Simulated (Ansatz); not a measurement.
# Run report: AlNi$_{3}$, single-point calculation

- system: AlNi$_{3}$ (4 atoms in the cell)
- method: DFT PBE, scalar-relativistic, plane waves, PAW, PAW set soft_1, no spin polarisation (Ansatz 0.2.0)

The structure derives from a Materials Project entry. Figures and captions count atoms from 1; the log counts them from 0 in places.

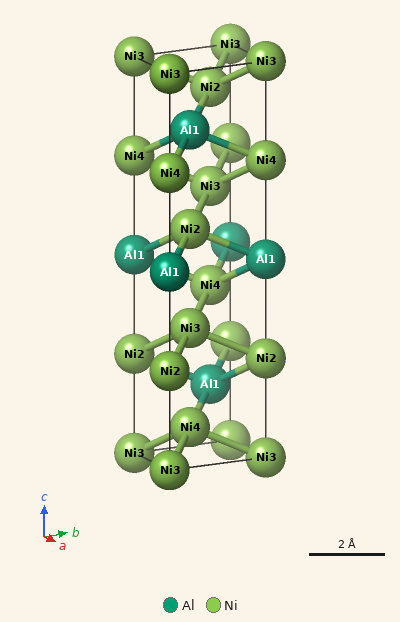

**Figure 1.** The input geometry (ball-and-stick view of the cell 3 times as large as that of the calculation, set on its symmetry axes, seen slightly off an axis; atoms are numbered from 1 in the order of the input).

The input:
```yaml
crystal:
  lattice:
    - [0.3454135894, 2.941207097, 2.941207097]
    - [2.941207097, 0.3454135894, 2.941207097]
    - [2.941207097, 2.941207097, 0.3454135894]
  atoms:
    - { symbol: Al, position: [0.5, 0.5, 0.5] }
    - { symbol: Ni, position: [0.25, 0.25, 0.25] }
    - { symbol: Ni, position: [0.0, 0.0, 0.0] }
    - { symbol: Ni, position: [0.75, 0.75, 0.75] }
basis:
  ecutwfc: 520.0
kpoints:
  mp_grid: { grid: [14, 14, 14] }
hamiltonian:
  xc: pbe
  pseudopotentials: { kind: paw, azcp: { folder: soft_1 } }
scf:
  occupations: { method: gaussian, width: 0.15 }
output:
  forces: true
  stress: true
  eigenvalues: true
  write_density: true
  write_potential: true
  elf: true
  volumetric_format: npy
```

Run on 4 threads of Arm Neoverse N1, 98 GiB of memory available, shared host.

Command:
```bash
ansatz run input.yaml --threads 4 --pin off --max-ram 8192MiB --backend cpu --events-out ev --progress --plain --runs-dir out
```

The program's output:
```
Engine: ansatz 0.2.0, aarch64-unknown-linux-gnu
Pseudopotentials: kind: paw
Pseudopotential: Al, paw, valence charge 3, recommended cutoff 420 eV (normal), [file]
Pseudopotential: Ni, paw, valence charge 18, recommended cutoff 420 eV (normal), [file]
Functional definition: PBE
  parameter kappa = 0.804
  parameter beta = 0.06672455060314922
  exchange = pbe_x(kappa = kappa, mu = beta*pi^2/3)
  correlation = pbe_c(beta = beta)
Crystal: 4 atoms, lattice volume = 41.964 Å³
Basis set: ecut = 520 eV, 1117 PW (Γ), exchange–correlation on 64×64×64 points (8 copies of the dense FFT grid, shifted against one another)
Bands: 35, of which v1, the nominal top of the filled ones, is band 29 counted from 1 (28 counted from 0)
Symmetry: 12 space group operations
Space group: R-3m (ITA 166), of the structure as read, at distance tolerance 3.5e-5 Å
k-points: 288 of 2744
Non-local potential: Al, projectors of the file, l = 0: 2, l = 1: 2, l = 2: 1
Non-local potential: Ni, projectors of the file, l = 0: 3, l = 1: 2, l = 2: 3, l = 3: 1
PAW form: soft (Blöchl's): semilocal exchange-correlation on the pseudo side does not see the compensation charge
PAW one-centre angular grid: Al, 110 points (default); XC on 64 Gauss nodes
PAW one-centre angular grid: Ni, 590 points (default); XC on 64 Gauss nodes
Initial density: superposition of atomic densities (chi_scale 0.1, normalization cell, long waves kept (reshape's long-wave potential 0.00 eV rms))
Initial wavefunctions: pseudopotential atomic-orbital guess
Functional: x = pbe(κ = 0.804, μ = 0.2195149727645171), c = pbe(β = 0.06672455060314922)
SCF iter   1: F=—  HF=-18057.711861 eV  |F-HF|=—  |Δ(HF+E_count)|=         —  Δρ=7.35e-2  dr2=1.93e0  ethr=3.10e-3  ⟨swp⟩=5.1  Hψ=34943  notcnv=0
preconditioner: auto → Kerker (q_TF=auto, 2.871 Å⁻¹)  [metal: Δε(μ)=0.012 eV  Ē_g=8.193 eV  σ=0.150 eV  W_gap=0.04  n_scr=14 (ndim 8)  ℏωp=32.9 eV  f_vac=0.000  D(μ)=2.10/eV (n_scr^D=14)]
SCF iter   2: F=—  HF=-18057.397552 eV  |F-HF|=—  |Δ(HF+E_count)|=   3.14e-1  Δρ=3.04e-2  dr2=5.31e-1  ethr=3.10e-3  ⟨swp⟩=2.2  Hψ=13799  notcnv=0  defer=411
SCF iter   3: F=—  HF=-18057.239746 eV  |F-HF|=—  |Δ(HF+E_count)|=   1.58e-1  Δρ=1.86e-2  dr2=1.80e-1  ethr=9.32e-4  ⟨swp⟩=2.0  Hψ=11539  notcnv=0  defer=411
SCF iter   4: F=—  HF=-18057.191627 eV  |F-HF|=—  |Δ(HF+E_count)|=   4.81e-2  Δρ=4.86e-3  dr2=7.73e-3  ethr=3.16e-4  ⟨swp⟩=2.0  Hψ=15455  notcnv=0  defer=409
SCF iter   5: F=—  HF=-18057.190832 eV  |F-HF|=—  |Δ(HF+E_count)|=   7.95e-4  Δρ=1.50e-3  dr2=1.25e-3  ethr=1.36e-5  ⟨swp⟩=2.5  Hψ=19746  notcnv=0  defer=396
SCF iter   6: F=—  HF=-18057.190518 eV  |F-HF|=—  |Δ(HF+E_count)|=   3.14e-4  Δρ=3.57e-4  dr2=4.01e-5  ethr=2.19e-6  ⟨swp⟩=2.0  Hψ=13656  notcnv=0  defer=396
SCF iter   7: F=—  HF=-18057.190505 eV  |F-HF|=—  |Δ(HF+E_count)|=   1.31e-5  Δρ=1.84e-4  dr2=6.07e-6  ethr=7.04e-8  ⟨swp⟩=2.0  Hψ=17942  notcnv=0  defer=396
SCF iter   8: F=—  HF=-18057.190502 eV  |F-HF|=—  |Δ(HF+E_count)|=   2.79e-6  Δρ=5.67e-5  dr2=1.04e-6  ethr=1.06e-8  ⟨swp⟩=2.2  Hψ=14389  notcnv=0  defer=396
SCF iter   9: F=-18057.190502 eV  HF=-18057.190502 eV  |F-HF|=2.24e-8  |Δ(HF+E_count)|=   9.35e-8  Δρ=9.85e-6  dr2=3.49e-8  ethr=1.75e-10  ⟨swp⟩=12.1  Hψ=73013  notcnv=0
SCF 1 converged in 9 iterations: F = -18057.190502 eV  dr2 = 3.49e-8
  greatest PAW one-centre occupation: 1.001 electrons in one spin orbital (limit 2), on the Ni atom at site 2 (counted from 0), in its partial waves of l = 1
```

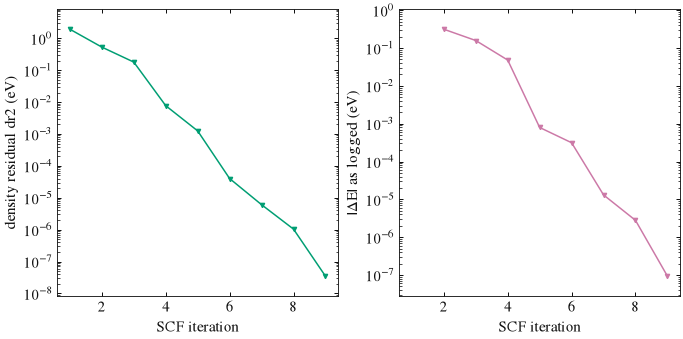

**Figure 2.** Convergence of the self-consistent field: density residual dr2 and size of the energy change against the SCF iteration. The residual falls at every step.

```
SCF converged after 9 iterations
Free energy (F): -18057.190502 eV
Harris-Foulkes:  -18057.190502 eV  (|F-HF|=2.24e-8)
Internal energy: -18057.161202 eV  (E = F + TS)
E sigma→0 (E₀):  -18057.175852 eV
Entropy (-TS):   -0.029300 eV (-7.325 meV/atom)
Fermi energy:    17.260119 eV
--- Per-component energies (eV) ---
  E_band       = -862.128706
  E_kinetic    = 1057.761368
  E_local      = -9611.772163  (includes V_loc(G=0)·N_el)
  E_nonlocal   = -337.622240
  E_hartree    = 5159.803053
  E_xc         = -381.104923
  E_vxc        = -472.489074  (∫ρ·V_xc dr)
  E_paw        = -5448.893055  (= ΣΔE_a)
  E_vpaw       = -1817.630076  (= ΣTr[D̂ρ^β])
  E_aug_tail   = 0.001194  (compensation charges beyond the density's cutoff)
  E_ewald      = -8495.334436
  E_smearing   = -0.029300  (= −TS)
  E_closure    = -0.000000  (closes the sum)
  Σ components = -18057.190502   (vs F -18057.190502, Δ=0.00e0)
--- Forces (eV/Å), atoms counted from 1 ---
  atom   1  Al    -0.00000000    -0.00000000    -0.00000000
  atom   2  Ni    -0.12440677    -0.12440677    -0.12440677
  atom   3  Ni     0.00000000     0.00000000     0.00000000
  atom   4  Ni     0.12440677     0.12440677     0.12440677
  max |Σ_I F_I| component: 4.16e-17 eV/Å
--- Stress (GPa, compression-positive) ---
       24.978464     -14.830058     -14.830058
      -14.830058      24.978464     -14.830058
      -14.830058     -14.830058      24.978464
  P = ⅓ Tr σ = 24.9785 GPa (249.785 kbar)
--- Band table (eV; the first three rows and the last of 288) ---
  k-point 0: bands = ["-85.8530", "-85.8407", "-85.5830", "-46.3171", "-46.3171", "-46.3063", "-46.3063", "-46.2390", "-46.2056", "-45.9967", "-45.9967", "-45.9608", "6.6855", "13.1550", "13.3687", "13.3687", "13.7170", "13.7170", "14.4833", "14.4833", "14.5876", "16.1653", "16.2857", "16.2857", "16.5853", "16.5853", "16.9088", "16.9088", "20.5257", "21.5551", "23.8194", "23.8194", "24.0132", "24.0132", "25.9284"]
  k-point 1: bands = ["-85.8527", "-85.8408", "-85.5832", "-46.3197", "-46.3193", "-46.3047", "-46.3037", "-46.2391", "-46.2058", "-45.9970", "-45.9961", "-45.9601", "6.7718", "13.1184", "13.3727", "13.4202", "13.6829", "13.7720", "14.4864", "14.5100", "14.5648", "16.1495", "16.2004", "16.2288", "16.6037", "16.6204", "16.8754", "16.8854", "20.4391", "21.7081", "22.8202", "23.3461", "24.1862", "24.3916", "25.8362"]
  k-point 2: bands = ["-85.8518", "-85.8411", "-85.5838", "-46.3239", "-46.3238", "-46.3017", "-46.2995", "-46.2396", "-46.2069", "-45.9978", "-45.9946", "-45.9584", "7.0286", "13.0652", "13.4015", "13.4412", "13.6763", "13.9126", "14.4970", "14.5002", "14.5532", "15.9556", "16.1022", "16.1047", "16.6475", "16.6792", "16.7809", "16.8394", "20.2758", "21.2093", "22.3927", "22.8444", "23.9163", "24.3629", "25.1521"]
  k-point 287: bands = ["-85.8487", "-85.8444", "-85.5837", "-46.3300", "-46.3300", "-46.2940", "-46.2940", "-46.2199", "-46.2198", "-45.9961", "-45.9961", "-45.9663", "9.1414", "9.9047", "13.5555", "13.5555", "14.0853", "14.0853", "14.5081", "14.7242", "14.7242", "15.2723", "15.2723", "15.4481", "16.7070", "16.7070", "16.9107", "16.9107", "17.0911", "22.8543", "22.8543", "23.3483", "23.3483", "24.7371", "27.1975"]
```

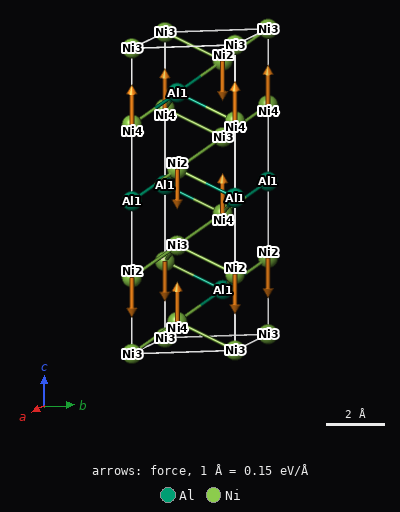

**Figure 3.** Forces on the atoms as orange arrows (ball-and-stick view of the cell 3 times as large as that of the calculation, set on its symmetry axes, seen slightly off an axis; atoms are numbered from 1 in the order of the input). The largest act on Ni2, Ni4 (0.22 eV/Å). The geometry is not a stationary point of this energy.

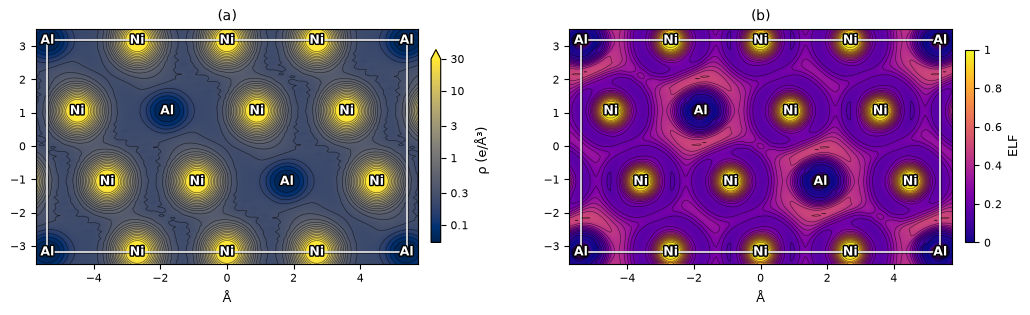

**Figure 4.** (a) valence electron density; (b) electron localisation function on the (110) plane of the conventional cell. Atoms in the plane: Al and Ni. Al–Ni (2.30 Å): ρ at the midpoint is about 0.39 e/Å³; the ELF is about 0.40 at the midpoint, as expected for nearly free electrons, as in a simple metal. Ni–Ni (2.30 Å): ρ is about 0.43 e/Å³ halfway; the ELF is about 0.20 at the midpoint; no localised pair between them. Away from the nuclei the density in this plane falls to 0.21 e/Å³ at its lowest. The strong features right at Ni lie inside the PAW spheres (semicore, d or f shells) and say nothing about bonding. Core electrons are frozen (PAW), so the fields are smoothed inside the atomic spheres.

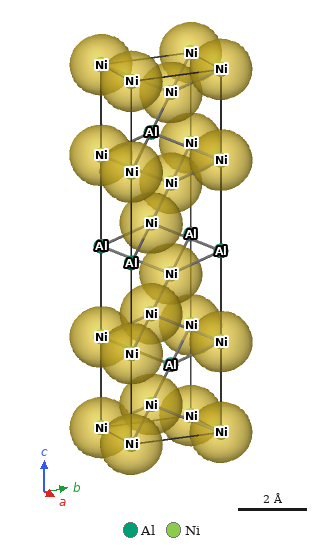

**Figure 5.** Isosurface of the valence charge density (pseudo) at 0.6 e/Å³ (yellow), seen slightly off an axis. Sticks mark near contacts. The outline is the cell set on symmetry axes. At this value the density breaks into separate islands; it holds about 80 % of the electrons treated as valence (semicore included). It is pinched off along the Al–Ni (2.30 Å) and Ni–Ni (2.30 Å) contacts. On the grid the lowest density along these lines, outside the cores, is 0.31 e/Å³ (Al–Ni, 2.30 Å) and 0.43 e/Å³ (Ni–Ni, 2.30 Å).

Results in brief:

| quantity | value |
| --- | --- |
| outcome | converged |
| space group (tolerance 0.01 Å) | R-3m (166) |
| electrons treated | 57 |
| free energy | −18057.1905 eV |
| Fermi energy | 17.260 eV |
| gap on the k-point mesh | none (metallic) |
| pressure | 24.98 GPa |
| largest force (length of the vector) | 0.215 eV/Å |
| wall time | 21 s (CPU time 81 s) |
| peak memory | 0.67 GiB |

Notes:

The run has no spin polarisation, so a magnetic state may lie lower. The cell is under a pressure of 25 GPa at this level, so it is not at its equilibrium volume.
